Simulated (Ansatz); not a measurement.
**Al$_{3}$GaN$_{4}$: density, localisation and related maps**

```
Al Ga N
1.0
     0.00000    4.40124    4.40124
     0.00000   -4.40124    4.40124
     4.40124    0.00000    0.00000
Al Ga N
6 2 8
Cartesian
  2.2006 -2.2536 4.4012
  2.2006 2.1476 4.4012
  2.2006 0.0000 2.1476
  2.2006 0.0000 6.5489
  0.0000 -2.1476 2.2537
  0.0000 2.2537 2.2537
  0.0000 0.0000 0.0000
  0.0000 0.0000 4.4012
  3.2765 -1.1419 5.5087
  3.2765 3.2593 5.5087
  3.2765 1.1075 3.2593
  3.2765 1.1075 7.6606
  1.1592 -1.1075 3.2938
  1.1592 3.2938 3.2938
  1.0903 1.1419 1.1419
  1.0903 1.1419 5.5431
```

Space group Cm; a structure from a database of computed crystals, not necessarily the ambient phase; not relaxed (largest force 0.9 eV/Å).

Computed with DFT r2SCAN, scalar-relativistic, plane waves, PAW in Ansatz.

The density is the valence pseudo-density of a PAW calculation; it isn't the true density close to the nuclei.

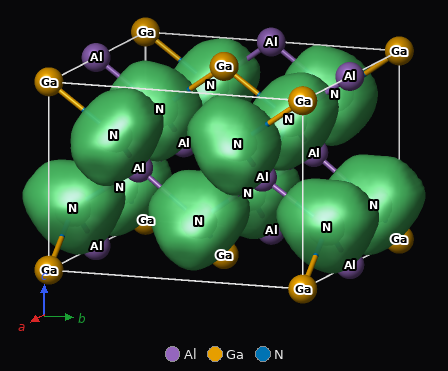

Figure 1. Isosurface of the electron localisation function at 0.65 (green), seen slightly off an axis. Only the valence region is drawn (cores and ρ < 0.01 e/Å³ removed). Sticks mark near contacts.

Q: Where are the electrons localised?

A: The ELF exceeds this value in eight regions on N in which the atom's valence shell and bonds are merged, counted in one cell of 16 atoms. Any copies at cell faces, edges or corners count once. Profiles from the grid: Al–N (1.87 Å): the ELF peaks at about 0.90 between the atoms: a shared but strongly polarised pair. Ga–N (1.95 Å): the ELF peaks at about 0.85 in the valence shell of N, 0.7 Å from its nucleus, and is about 0.45 at the midpoint.

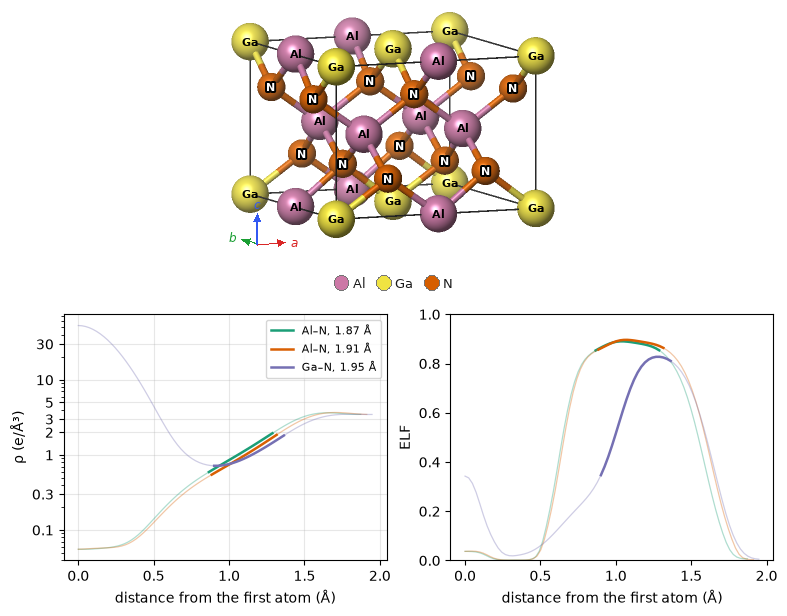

Figure 2. Valence charge density (pseudo) and electron localisation function along straight lines between neighbouring atoms. Thin, pale parts lie inside the atomic spheres. The structure is drawn too.

Q: What can be read from the curves?

A: Al–N (1.87 Å): ρ at the midpoint is about 0.72 e/Å³; the ELF peaks at about 0.90 between the atoms: a shared but strongly polarised pair.
Al–N (1.91 Å): the density is about 0.66 e/Å³ at the midpoint; the ELF peaks at about 0.90 between the atoms (a polar covalent bond).
Ga–N (1.95 Å): the density is about 0.74 e/Å³ at the midpoint; the ELF peaks at about 0.85 in the valence shell of N, 0.7 Å from its nucleus, and is about 0.45 at the midpoint.

Q: Metal or insulator at this level of theory?

A: It is gapped, with a Kohn–Sham gap of 4.0 eV on the k-point mesh, an upper bound to the gap of this method.
